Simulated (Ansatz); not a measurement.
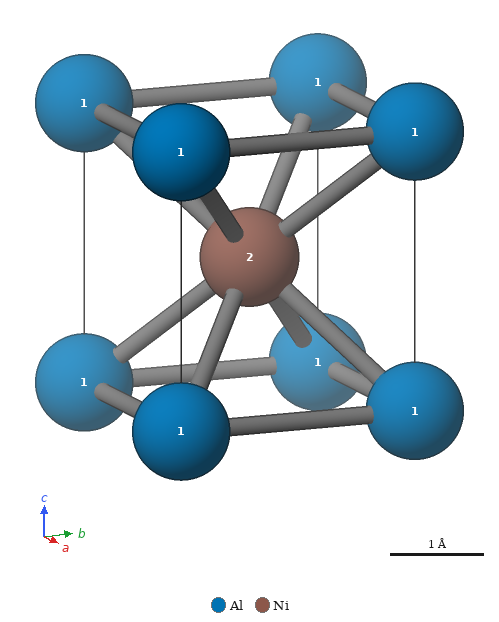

Fig. 1: The input geometry (ball-and-stick view of the cell of the calculation, seen slightly off an axis; atoms are numbered from 1 in the order of the input). An atom can appear more than once, as a periodic image. Near neighbours in the periodic cell (some may lie outside the picture): Al has 4 Al at 2.75 Å and 8 Ni at 2.48 to 2.49 Å; Ni has 8 Al at 2.48 to 2.49 Å and 4 Ni at 2.75 Å.

# Single-point calculation, with input and output: AlNi

The run: single-point calculation of AlNi (Cmmm, 2 atoms in the cell). Method and program: DFT PBEsol, scalar-relativistic, plane waves, PAW, no spin polarisation (Ansatz 0.2.0).

The structure derives from a Materials Project entry. It belongs to a series of runs on one base structure; here: mixing beta: 0.1. Figures and captions count atoms from 1; the log counts them from 0 in places.

**The program's output**
```
Engine: ansatz 0.2.0, x86_64-unknown-linux-gnu
Pseudopotentials: kind: paw
Pseudopotential: Al, paw, valence charge 3, recommended cutoff 420 eV (normal), Al.paw.azcp
Pseudopotential: Ni, paw, valence charge 18, recommended cutoff 420 eV (normal), Ni.paw.azcp
Functional definition: PBEsol
  exchange = pbesol_x
  correlation = pbesol_c
Crystal: 2 atoms, lattice volume = 23.473 Å³
Basis set: ecut = 420 eV, 475 PW (Γ), exchange–correlation on 40×40×48 points (8 copies of the dense FFT grid, shifted against one another)
Bands: 15, of which v1, the nominal top of the filled ones, is band 11 counted from 1 (10 counted from 0)
Symmetry: 8 space group operations
Space group: Cmmm (ITA 65), of the structure as read, at distance tolerance 2.9e-5 Å
k-points: 584 of 3584
Non-local potential: Al, projectors of the file, l = 0: 2, l = 1: 2, l = 2: 1
Non-local potential: Ni, projectors of the file, l = 0: 3, l = 1: 2, l = 2: 3, l = 3: 1
PAW form: soft (Blöchl's): semilocal exchange-correlation on the pseudo side does not see the compensation charge
PAW frozen core: Al, regenerated for the run's functional, and the local potential with it (the file was generated under x = pbe(κ = 0.804, μ = 0.2195149727645171), c = pbe(β = 0.06672455060314922))
PAW frozen core: Ni, regenerated for the run's functional, and the local potential with it (the file was generated under x = pbe(κ = 0.804, μ = 0.2195149727645171), c = pbe(β = 0.06672455060314922))
PAW one-centre angular grid: Al, 110 points (default); XC on 64 Gauss nodes
PAW one-centre angular grid: Ni, 590 points (default); XC on 64 Gauss nodes
Initial density: superposition of atomic densities (neutral atoms: chi_scale 0, normalization atom)
Initial wavefunctions: pseudopotential atomic-orbital guess
Functional: x = pbesol(κ = 0.804, μ = 0.12345679012345678), c = pbesol(β = 0.046)
SCF iter   1: F=—  HF=-6331.243474 eV  |F-HF|=—  |Δ(HF+E_count)|=         —  Δρ=9.98e-2  dr2=2.23e0  ethr=3.10e-3  ⟨swp⟩=4.2  Hψ=39267  notcnv=0
preconditioner: auto → none  [metal: Δε(μ)=0.007 eV  Ē_g=10.352 eV  σ=0.100 eV  W_gap=0.04  n_scr=6 (ndim 8)  ℏωp=27.6 eV  f_vac=0.000  D(μ)=0.76/eV (n_scr^D=6)  sad-step TF]
SCF iter   2: F=—  HF=-6331.120147 eV  |F-HF|=—  |Δ(HF+E_count)|=   1.23e-1  Δρ=6.62e-2  dr2=1.19e0  ethr=3.10e-3  ⟨swp⟩=2.0  Hψ=15769  notcnv=0  defer=215
SCF iter   3: F=—  HF=-6330.925024 eV  |F-HF|=—  |Δ(HF+E_count)|=   1.95e-1  Δρ=2.15e-2  dr2=1.51e-1  ethr=3.10e-3  ⟨swp⟩=2.6  Hψ=13047  notcnv=0  defer=215
SCF iter   4: F=—  HF=-6330.822788 eV  |F-HF|=—  |Δ(HF+E_count)|=   1.02e-1  Δρ=2.98e-3  dr2=1.45e-3  ethr=7.20e-4  ⟨swp⟩=2.5  Hψ=19780  notcnv=0  defer=204
SCF iter   5: F=—  HF=-6330.822258 eV  |F-HF|=—  |Δ(HF+E_count)|=   5.29e-4  Δρ=4.32e-3  dr2=3.00e-3  ethr=6.92e-6  ⟨swp⟩=2.6  Hψ=13389  notcnv=0  defer=204
SCF iter   6: F=—  HF=-6330.821936 eV  |F-HF|=—  |Δ(HF+E_count)|=   3.23e-4  Δρ=7.41e-4  dr2=9.18e-5  ethr=6.92e-6  ⟨swp⟩=2.0  Hψ=11408  notcnv=0  defer=204
SCF iter   7: F=—  HF=-6330.821968 eV  |F-HF|=—  |Δ(HF+E_count)|=   3.25e-5  Δρ=1.40e-4  dr2=2.93e-6  ethr=4.37e-7  ⟨swp⟩=2.1  Hψ=12271  notcnv=0  defer=204
SCF iter   8: F=—  HF=-6330.821968 eV  |F-HF|=—  |Δ(HF+E_count)|=   1.51e-7  Δρ=6.47e-5  dr2=6.53e-7  ethr=1.40e-8  ⟨swp⟩=1.0  Hψ=8715  notcnv=0  defer=204
SCF iter   9: F=-6330.821968 eV  HF=-6330.821968 eV  |F-HF|=4.44e-9  |Δ(HF+E_count)|=   7.33e-8  Δρ=5.51e-6  dr2=5.43e-9  ethr=4.76e-10  ⟨swp⟩=4.9  Hψ=35822  notcnv=0
SCF 1 converged in 9 iterations: F = -6330.821968 eV  dr2 = 5.43e-9
  greatest PAW one-centre occupation: 1.001 electrons in one spin orbital (limit 2), on the Ni atom at site 1 (counted from 0), in its partial waves of l = 1
```

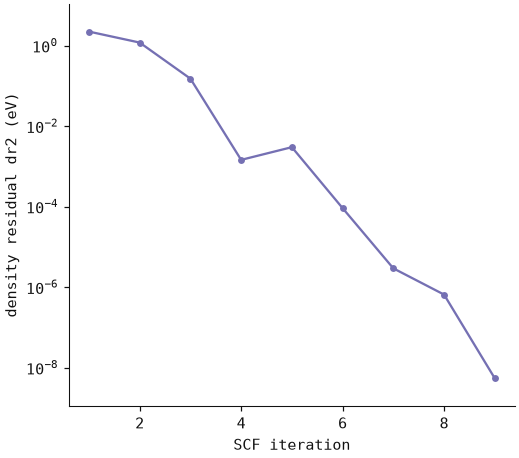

Fig. 2: Convergence of the self-consistent field: density residual dr2 against the SCF iteration. The residual comes down, with one marked jump up, by a factor of about 2, at step 5.

```
SCF converged after 9 iterations
Free energy (F): -6330.821968 eV
Harris-Foulkes:  -6330.821968 eV  (|F-HF|=4.44e-9)
Internal energy: -6330.817068 eV  (E = F + TS)
E sigma→0 (E₀):  -6330.819518 eV
Entropy (-TS):   -0.004900 eV (-2.450 meV/atom)
Fermi energy:    14.183594 eV
--- Per-component energies (eV) ---
  E_band       = -332.019497
  E_kinetic    = 312.002964
  E_local      = -4435.635258  (includes V_loc(G=0)·N_el)
  E_nonlocal   = 648.426352
  E_hartree    = 1908.323442
  E_xc         = -125.920675
  E_vxc        = -141.156313  (∫ρ·V_xc dr)
  E_paw        = -2052.511025  (= ΣΔE_a)
  E_vpaw       = -532.310985  (= ΣTr[D̂ρ^β])
  E_aug_tail   = 0.000507  (compensation charges beyond the density's cutoff)
  E_ewald      = -2585.719804
  E_core_change = 0.216428  (= ΣΔE_core)
  E_smearing   = -0.004900  (= −TS)
  E_closure    = 0.000000  (closes the sum)
  Σ components = -6330.821968   (vs F -6330.821968, Δ=0.00e0)
--- Forces (eV/Å), atoms counted from 1 ---
  atom   1  Al     0.00000000     0.00000000     0.00000000
  atom   2  Ni     0.00000000    -0.00000000     0.00000000
  max |Σ_I F_I| component: 3.74e-29 eV/Å
--- Stress (GPa, compression-positive) ---
        3.345702      -0.000000      -0.000000
       -0.000000       1.785292       0.000000
       -0.000000       0.000000      -4.091838
  P = ⅓ Tr σ = 0.3464 GPa (3.464 kbar)
--- Band table (eV; the first three rows and the last of 584) ---
  k-point 0: bands = ["-88.8831", "-49.4527", "-49.4162", "-49.4120", "2.8660", "10.7308", "10.8723", "12.5150", "12.5349", "12.8290", "17.0829", "21.1863", "21.2299", "21.3304", "22.7965"]
  k-point 1: bands = ["-88.8830", "-49.4532", "-49.4162", "-49.4119", "2.9474", "10.6935", "10.8871", "12.4909", "12.5112", "12.8311", "16.4801", "21.2892", "21.3321", "22.0372", "22.7856"]
  k-point 2: bands = ["-88.8830", "-49.4545", "-49.4161", "-49.4119", "3.1904", "10.5523", "10.9291", "12.4250", "12.4460", "12.8370", "15.3264", "21.5919", "21.6326", "22.7540", "23.4973"]
  k-point 583: bands = ["-88.8770", "-49.4551", "-49.4509", "-49.4473", "9.9789", "9.9950", "10.0245", "12.9941", "13.3433", "15.9802", "16.2050", "16.3246", "18.1189", "18.2583", "18.3487"]
```

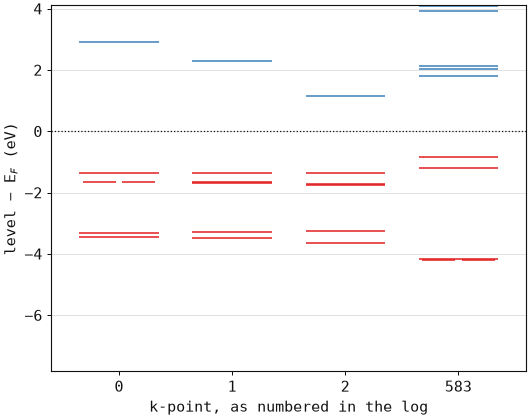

Fig. 3: Kohn–Sham levels near the Fermi level (dotted) at the few k-points that the log prints; levels within 0.02 eV of each other stand side by side. The system is metallic on the full mesh.

This output came from the following input.

**Input**
```yaml
crystal:
  lattice:
    - [1.938694, -1.95319015, 0.0]
    - [1.938694, 1.95319015, 0.0]
    - [0.0, 0.0, 3.0994300413]
  atoms:
    - { symbol: Al, position: [0.0, 0.0, 0.0] }
    - { symbol: Ni, position: [0.5, 0.5, 0.5] }
basis:
  ecutwfc: 420
kpoints:
  mp_grid: { grid: [16, 16, 14] }
hamiltonian:
  xc: pbesol
scf:
  occupations: { method: gaussian, width: 0.1 }
  mixing: { beta: 0.1 }
  max_iter: 120
  lower_state_search: "off"
  initial_density: { chi_scale: 0, normalization: atom }
output:
  forces: true
  stress: true
  eigenvalues: true
```

Launch command:
```bash
ansatz run input.yaml --threads 1 --pin off --max-ram 2560MiB --backend cpu --events-out ev --progress --plain --runs-dir out
```

**Key numbers**

```csv
quantity,value
outcome,converged
space group (tolerance 0.01 Å),Cmmm (65)
electrons treated,21
free energy,−6330.8220 eV
Fermi energy,14.184 eV
gap on the k-point mesh,none (metallic)
pressure,0.35 GPa
largest force (length of the vector),under 0.001 eV/Å
hardware,"1 thread of Intel Xeon (Granite Rapids), 192 GiB of memory available, shared host"
wall time,6.2 s
peak memory,0.46 GiB
```

**Remarks**

The run has no spin polarisation, so a magnetic state may lie lower.
